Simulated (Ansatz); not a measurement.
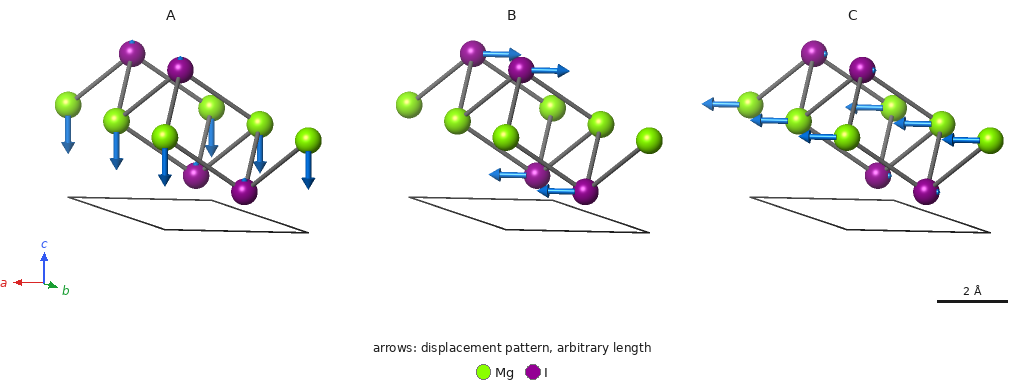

Modes of a free-standing layer of MgI2 (a generated structure), space group P-3m1 (No. 164), at the zone centre (one member of each degenerate set). The blue arrows give the relative displacements of the atoms. A ball-and-stick model of the 1 × 2 repeat of the cell, outlined in the plane, without the vacuum, seen from a free direction.

These are results of DFT PBE, scalar-relativistic, plane waves, PAW (Ansatz 0.2.0), not measurements.

Frequencies are those without the non-analytic (LO–TO) term.

**Give the symmetry species and the selection rules of each.**

A is A₂u, infrared-active by symmetry (278 cm⁻¹). B is E_g, Raman-active by symmetry (59 cm⁻¹). C is E_u, infrared-active by symmetry (161 cm⁻¹). The crystal has a centre of inversion, so no mode is both.
